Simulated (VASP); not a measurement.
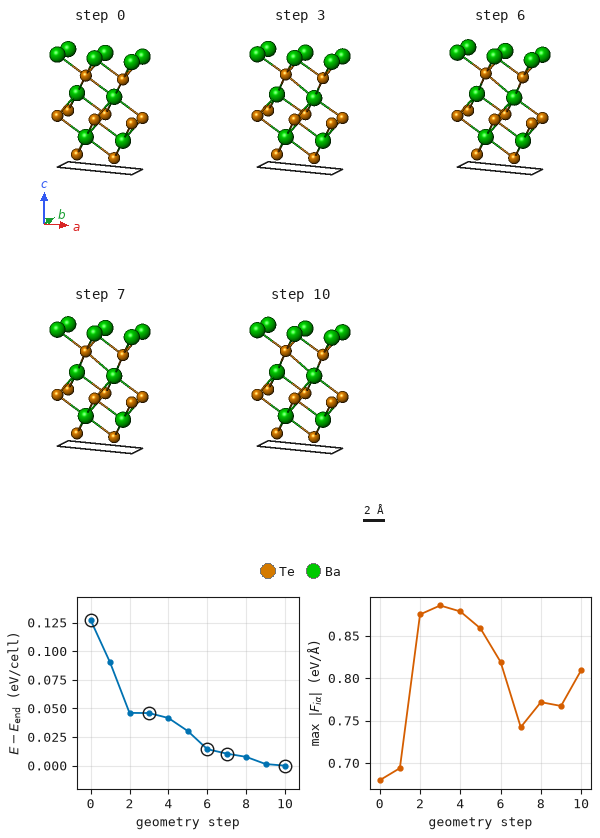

Frames of a relaxation of a slab of composition BaTe, marked on the history of the run. The picture is a ball-and-stick view of the 2 × 1 repeat of the cell, outlined in the plane, without the vacuum, seen slightly off an axis.

The run lets the atoms move in a fixed cell. 3 atoms are held fixed.

Level of theory: Kohn-Sham DFT of a periodic cell, PBE, VASP PAW PBE potentials, gw in VASP 6.6.1.

The input:
```
  ALGO = Normal
  DIPOL = 0.5 0.5 0.500
  EDIFF = 1E-7
  EDIFFG = -0.01
  ENCUT = 600
  GGA = PE
  IBRION = 2
  IDIPOL = 3
  ISIF = 2
  ISMEAR = -1
  LASPH = T
  LCHARG = F
  LDIPOL = T
  LREAL = F
  LWAVE = F
  NELM = 100
  NSW = 60
  PREC = Accurate
  SIGMA = 0.05
```

Run as
```bash
cat potpaw_PBE.64/Te_GW/POTCAR potpaw_PBE.64/Ba_sv_GW/POTCAR > POTCAR
mpirun -np 1 vasp_std > vasp.out
```

**What happens along the run?**

After 10 geometry steps the energy has fallen by 0.127 eV per cell of the calculation. The largest force component goes from 0.68 to 0.81 eV/Å. The atom that moves furthest is a Te atom (0.35 Å along the normal (+c)). By element the largest moves are Te 0.35 Å, Ba 0.32 Å. The lattice vectors keep their values. Some distances before and after: Ba–Te 3.410 → 3.625 Å, Ba–Te 3.410 → 3.392 Å. Among the angles between lasting bonds that change: Te–Ba–Te 90.0° → 83.4°, Ba–Te–Ba 90.0° → 83.4°, Ba–Te–Ba 180.0° → 175.0°. It ran on 1 thread of Intel(R) Xeon(R) Platinum 8375C CPU @ 2.90GHz (Ice Lake), on a shared host. From step 0 to 3: a Ba atom moves most (0.13 Å), energy −81.3 meV per cell of the calculation. From step 3 to 6: a Ba atom moves most (0.16 Å), energy −31.6 meV per cell of the calculation. From step 6 to 7: a Ba atom moves most (0.19 Å), energy −3.9 meV per cell of the calculation. From step 7 to 10: a Ba atom moves most (0.05 Å), energy −10.5 meV per cell of the calculation.

```csv
step,"E − E(0), meV/atom","largest force component, eV/Å"
0,0.00,0.6797
1,-6.17,0.6940
2,-13.52,0.8752
3,-13.54,0.8858
4,-14.26,0.8787
5,-16.17,0.8587
6,-18.80,0.8192
7,-19.45,0.7423
8,-19.92,0.7718
9,-20.97,0.7673
10,-21.21,0.8095
```
